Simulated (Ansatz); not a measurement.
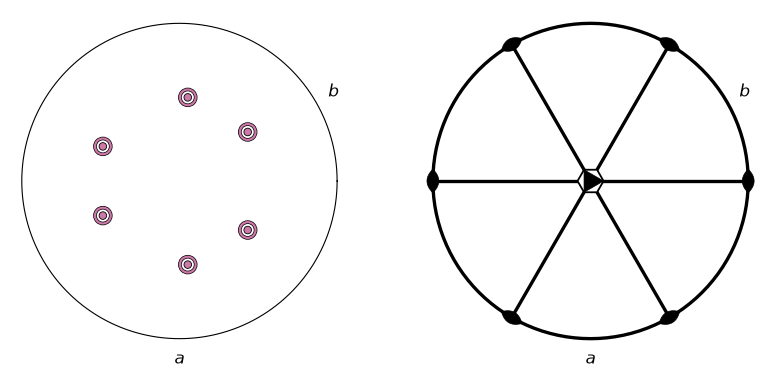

Stereographic projection: filled dots lie in the upper hemisphere, open rings in the lower; heavy lines are mirror planes (a heavy rim: a mirror in the plane of the page); lens, triangle, square and hexagon are 2-, 3-, 4- and 6-fold axes, a lens in an open square is −4, a triangle in an open hexagon −6; thin dashed diameters join the ends of axes that lie in the page; a small open circle marks inversion. The c axis points at the viewer. Left: one general form; right: the symmetry elements. Computed from the symmetry operations of a computed or model structure of composition WSe2.

Which point group is this?

-6m2 (D3h), order 12, hexagonal system: one −6 axis, three twofold axes, four mirror planes.

Which physical properties does it allow?

It is not centrosymmetric; not polar, but piezoelectricity is allowed; it is not chiral.
